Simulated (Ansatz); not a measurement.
## MgO: a changed input and its effect

System: MgO (4 atoms in the cell).
Method of the first run: DFT PBE, scalar-relativistic, plane waves, PAW, no spin polarisation (Ansatz 0.2.0).

The structure derives from a Materials Project entry. Text and figures count atoms from 1; the logs count them from 0 in places.

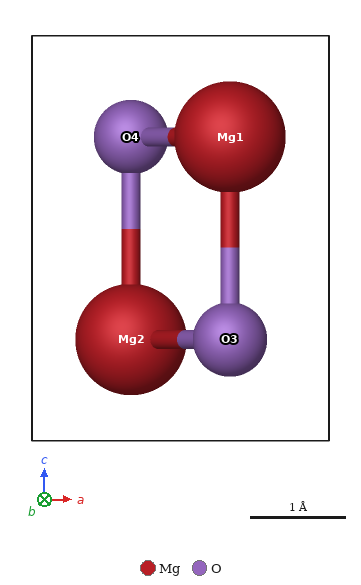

**Figure 1.** The input geometry (ball-and-stick view of the cell of the calculation, along the b axis; atoms are numbered from 1 in the order of the input). Near neighbours in the crystal (not all of them lie inside the picture): Mg has 5 O at 2.08 to 2.13 Å; O has 5 Mg at 2.08 to 2.13 Å.

**Input, the first run**
```yaml
crystal:
  lattice:
    - [3.6089240446, 0.0, 0.0]
    - [-1.8044620223, 3.1254199029, 0.0]
    - [0.0, 0.0, 4.2622287506]
  atoms:
    - { symbol: Mg, position: [0.66666667, 0.33333333, 0.75] }
    - { symbol: Mg, position: [0.33333333, 0.66666667, 0.25] }
    - { symbol: O, position: [0.66666667, 0.33333333, 0.25] }
    - { symbol: O, position: [0.33333333, 0.66666667, 0.75] }
basis:
  ecutwfc: 420
kpoints:
  mp_grid: { grid: [9, 9, 6] }
hamiltonian:
  xc: pbe
scf:
  occupations: { method: gaussian, width: 0.02 }
output:
  forces: true
  stress: true
  eigenvalues: true
```

Hardware: 1 thread of an Arm (aarch64) CPU, shared host.

**Output, shortened to warnings, some set-up lines, iterations and results (the first run)**
```
Basis set: ecut = 420 eV, 927 PW (Γ), exchange–correlation on 50×50×60 points (8 copies of the dense FFT grid, shifted against one another)
Symmetry: 24 space group operations
k-points: 48 of 486
Initial density: superposition of atomic densities (neutral atoms: chi_scale 0, normalization atom), corrected by the library's trained network
[...]
SCF iter   1: F=—  HF=-4988.083591 eV  |F-HF|=—  |Δ(HF+E_count)|=         —  Δρ=1.19e-3  dr2=3.57e-4  ethr=1.77e-3  ⟨swp⟩=6.0  Hψ=4431  notcnv=0
SCF iter   2: F=—  HF=-4988.084127 eV  |F-HF|=—  |Δ(HF+E_count)|=   5.36e-4  Δρ=5.62e-4  dr2=8.21e-5  ethr=1.11e-6  ⟨swp⟩=2.4  Hψ=2382  notcnv=0
SCF iter   3: F=—  HF=-4988.084798 eV  |F-HF|=—  |Δ(HF+E_count)|=   6.72e-4  Δρ=3.08e-4  dr2=2.96e-5  ethr=2.56e-7  ⟨swp⟩=3.0  Hψ=1839  notcnv=0
SCF iter   4: F=—  HF=-4988.084850 eV  |F-HF|=—  |Δ(HF+E_count)|=   5.14e-5  Δρ=5.54e-5  dr2=8.21e-7  ethr=9.25e-8  ⟨swp⟩=2.2  Hψ=1440  notcnv=0
SCF iter   5: F=—  HF=-4988.084850 eV  |F-HF|=—  |Δ(HF+E_count)|=   1.87e-7  Δρ=2.87e-5  dr2=2.62e-7  ethr=2.57e-9  ⟨swp⟩=2.0  Hψ=1728  notcnv=0
SCF iter   6: F=-4988.084850 eV  HF=-4988.084850 eV  |F-HF|=1.46e-8  |Δ(HF+E_count)|=   1.34e-7  Δρ=4.17e-6  dr2=8.88e-9  ethr=3.13e-10  ⟨swp⟩=5.1  Hψ=3896  notcnv=0
SCF 1 converged in 6 iterations: F = -4988.084850 eV  dr2 = 8.88e-9
SCF converged after 6 iterations
Free energy (F): -4988.084850 eV
Harris-Foulkes:  -4988.084850 eV  (|F-HF|=1.46e-8)
Internal energy: -4988.084850 eV  (E = F + TS)
E sigma→0 (E₀):  -4988.084850 eV
Fermi energy:    6.785678 eV
--- Per-component energies (eV) ---
  E_band       = -677.089581
  E_kinetic    = 505.985280
  E_local      = -3754.149297  (includes V_loc(G=0)·N_el)
  E_nonlocal   = 285.533356
  E_hartree    = 1339.216105
  E_xc         = -208.455454
  E_vxc        = -266.906252  (∫ρ·V_xc dr)
  E_paw        = -900.310780  (= ΣΔE_a)
  E_vpaw       = -125.989251  (= ΣTr[D̂ρ^β])
  E_aug_tail   = 0.004999  (compensation charges beyond the density's cutoff)
  E_ewald      = -2255.909058
  E_smearing   = -0.000000  (= −TS)
  E_closure    = -0.000000  (closes the sum)
  Σ components = -4988.084850   (vs F -4988.084850, Δ=0.00e0)
--- Forces (eV/Å), atoms counted from 1 ---
  atom   1  Mg    -0.00000000     0.00000000     0.00000000
  atom   2  Mg    -0.00000000     0.00000000     0.00000000
  atom   3  O      0.00000000     0.00000000     0.00000000
  atom   4  O      0.00000000     0.00000000     0.00000000
  max |Σ_I F_I| component: 1.50e-17 eV/Å
--- Stress (GPa, compression-positive) ---
       -6.583401       0.000000       0.000000
        0.000000      -6.583401       0.000000
        0.000000       0.000000      -4.756875
  P = ⅓ Tr σ = -5.9746 GPa (-59.746 kbar)
```

For the second run the input was changed thus:
```diff
-    - [3.6089240446, 0.0, 0.0]
-    - [-1.8044620223, 3.1254199029, 0.0]
-    - [0.0, 0.0, 4.2622287506]
+    - [3.4863778627, 0.0, 0.0]
+    - [-1.7431889314, 3.0192917963, 0.0]
+    - [0.0, 0.0, 4.17804122]
-    - { symbol: O, position: [0.33333333, 0.66666667, 0.75] }
+    - { symbol: O, position: [0.3462407089, 0.66666667, 0.75] }
```

Predict how the results change.

With the same functional and potentials, the second run lies 5.6 meV per atom lower. The gap on the mesh goes from 3.04 to 3.45 eV. The pressure goes from −5.97 to 4.64 GPa. The largest force goes from 0.000 to 0.488 eV/Å. The volume per atom goes from 12.02 to 10.99 Å³. The number of SCF iterations is the same. The irreducible k-points go from 48 to 164. The plane waves at Γ go from 927 to 823.

**Output, shortened to warnings, some set-up lines, iterations and results (the second run)**
```
Basis set: ecut = 420 eV, 823 PW (Γ), exchange–correlation on 48×48×60 points (8 copies of the dense FFT grid, shifted against one another)
Symmetry: 2 space group operations
k-points: 164 of 486 (time reversal used)
Initial density: superposition of atomic densities (neutral atoms: chi_scale 0, normalization atom), corrected by the library's trained network
[...]
SCF iter   1: F=—  HF=-4988.106393 eV  |F-HF|=—  |Δ(HF+E_count)|=         —  Δρ=1.19e-3  dr2=2.76e-4  ethr=1.77e-3  ⟨swp⟩=6.0  Hψ=15424  notcnv=0
SCF iter   2: F=—  HF=-4988.106510 eV  |F-HF|=—  |Δ(HF+E_count)|=   1.16e-4  Δρ=5.96e-4  dr2=7.63e-5  ethr=8.62e-7  ⟨swp⟩=2.3  Hψ=7843  notcnv=0
SCF iter   3: F=—  HF=-4988.107037 eV  |F-HF|=—  |Δ(HF+E_count)|=   5.28e-4  Δρ=2.50e-4  dr2=1.91e-5  ethr=2.39e-7  ⟨swp⟩=3.0  Hψ=6525  notcnv=0
SCF iter   4: F=—  HF=-4988.107061 eV  |F-HF|=—  |Δ(HF+E_count)|=   2.35e-5  Δρ=5.03e-5  dr2=7.85e-7  ethr=5.98e-8  ⟨swp⟩=2.6  Hψ=5636  notcnv=0
SCF iter   5: F=—  HF=-4988.107061 eV  |F-HF|=—  |Δ(HF+E_count)|=   3.67e-7  Δρ=4.07e-5  dr2=4.69e-7  ethr=2.45e-9  ⟨swp⟩=2.0  Hψ=5904  notcnv=0
SCF iter   6: F=-4988.107061 eV  HF=-4988.107061 eV  |F-HF|=1.88e-8  |Δ(HF+E_count)|=   5.76e-8  Δρ=6.43e-6  dr2=1.42e-8  ethr=3.13e-10  ⟨swp⟩=3.0  Hψ=12262  notcnv=0
SCF 1 converged in 6 iterations: F = -4988.107061 eV  dr2 = 1.42e-8
SCF converged after 6 iterations
Free energy (F): -4988.107061 eV
Harris-Foulkes:  -4988.107061 eV  (|F-HF|=1.88e-8)
Internal energy: -4988.107061 eV  (E = F + TS)
E sigma→0 (E₀):  -4988.107061 eV
Fermi energy:    7.939225 eV
--- Per-component energies (eV) ---
  E_band       = -645.551239
  E_kinetic    = 510.529124
  E_local      = -3647.521051  (includes V_loc(G=0)·N_el)
  E_nonlocal   = 285.888077
  E_hartree    = 1299.539988
  E_xc         = -209.916821
  E_vxc        = -268.898414  (∫ρ·V_xc dr)
  E_paw        = -899.953866  (= ΣΔE_a)
  E_vpaw       = -124.634821  (= ΣTr[D̂ρ^β])
  E_aug_tail   = 0.004992  (compensation charges beyond the density's cutoff)
  E_ewald      = -2326.677504
  E_smearing   = -0.000000  (= −TS)
  E_closure    = -0.000000  (closes the sum)
  Σ components = -4988.107061   (vs F -4988.107061, Δ=0.00e0)
--- Forces (eV/Å), atoms counted from 1 ---
  atom   1  Mg     0.33031565    -0.03116150    -0.00000000
  atom   2  Mg     0.07173997     0.00018203     0.00000000
  atom   3  O      0.08435407    -0.00316209    -0.00000000
  atom   4  O     -0.48639152     0.03414046     0.00000000
  max |Σ_I F_I| component: 1.82e-5 eV/Å
--- Stress (GPa, compression-positive) ---
        4.365337      -1.522124       0.000000
       -1.522127       4.270455       0.000000
        0.000000       0.000000       5.274500
  P = ⅓ Tr σ = 4.6368 GPa (46.368 kbar)
```

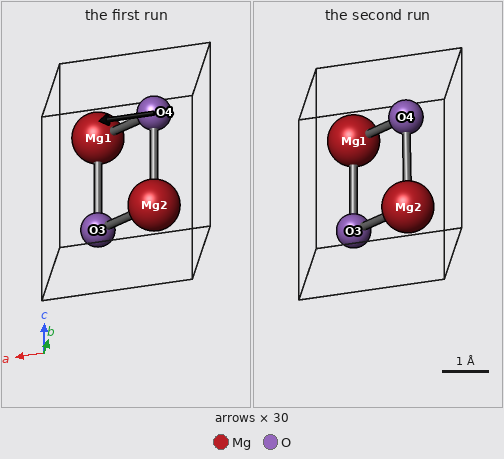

**Figure 2.** The two input geometries at one scale (ball-and-stick view of the cell of the calculation, seen at an oblique angle). The black arrows on the first give the shifts of the atoms relative to the cell, magnified 30 times. The atom that moves furthest relative to the cell is O4 (0.045 Å). Mg stays in place. The volume changes by −8.5 %, with a = b 3.609 → 3.486 Å (−3.4 %), c 4.262 → 4.178 Å (−2.0 %). Among the contacts that change: Mg1–O4 2.084 → 1.974 Å, Mg1–O3 2.131 → 2.089 Å.

**The two runs side by side**

| quantity | the first run | the second run |
| --- | --- | --- |
| outcome | converged | converged |
| free energy per atom (eV) | −1247.0212 | −1247.0268 |
| gap on the mesh (eV) | 3.04 | 3.45 |
| pressure (GPa) | −5.97 | 4.64 |
| volume per atom (Å³) | 12.02 | 10.99 |
| largest force (eV/Å) | 0.000 | 0.488 |
| SCF iterations | 6 | 6 |
| irreducible k-points | 48 | 164 |
| plane waves at Γ | 927 | 823 |
| wall time (shared host) | 2.6 s | 13 s |

For the first run: The cell is under a tension of 6.0 GPa at this level, so it is not at its equilibrium volume.
